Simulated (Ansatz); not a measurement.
```xyz
3
Lattice="2.6729 0.0000 0.0000 -1.3364 2.3148 0.0000 0.0000 0.0000 6.6781" Properties=species:S:1:pos:R:3 pbc="T T T"
Ir    0.0000    1.5432    4.4521
Ir    0.0000    0.0000    0.0000
Ir    1.3364    0.7716    2.2260
```

Space group R-3m; changed on purpose from its base cell (band edges of the strained film's bulk); computed pressure about 8 GPa in this cell; computed without spin polarisation.

These are results of Ansatz, DFT PBEsol, scalar-relativistic, plane waves, PAW, not measurements.

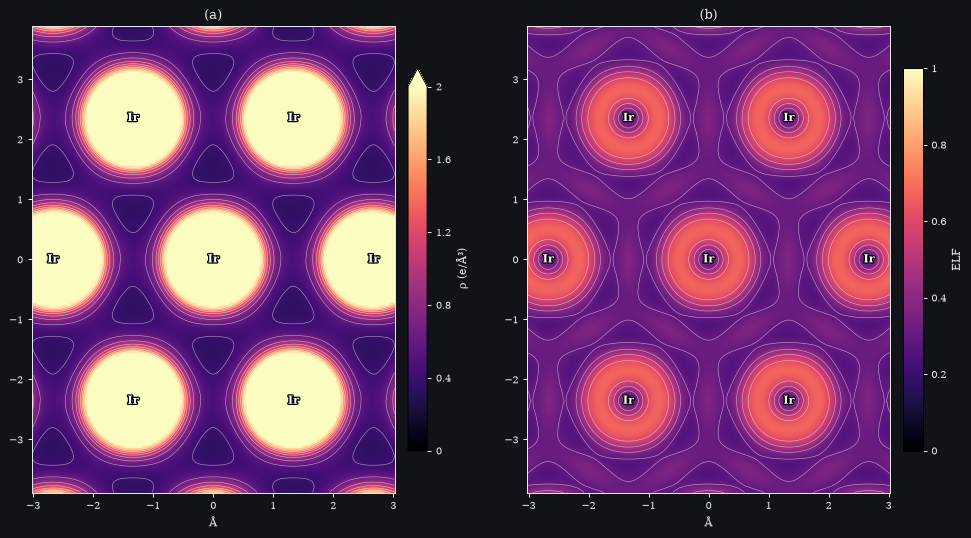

Ir. (a) valence electron density; (b) ELF on the (101) plane of the conventional cell.

In a PAW calculation such maps are meaningful between the atoms, not at the nuclei.

Q: Interpret the plot.

A: The plane passes through Ir nuclei. Ir–Ir (2.67 Å): the density is about 0.48 e/Å³ at the midpoint; the ELF is about 0.35 at the midpoint. Between the atoms the lowest density in this plane is 0.34 e/Å³. The features right at Ir lie inside the PAW spheres, where the map follows smoothed inner orbitals and isn't to be read closely.

Q: Does the calculation make it a metal, or give it a gap?

A: It is metallic or semimetallic at this level of theory: no gap opens.
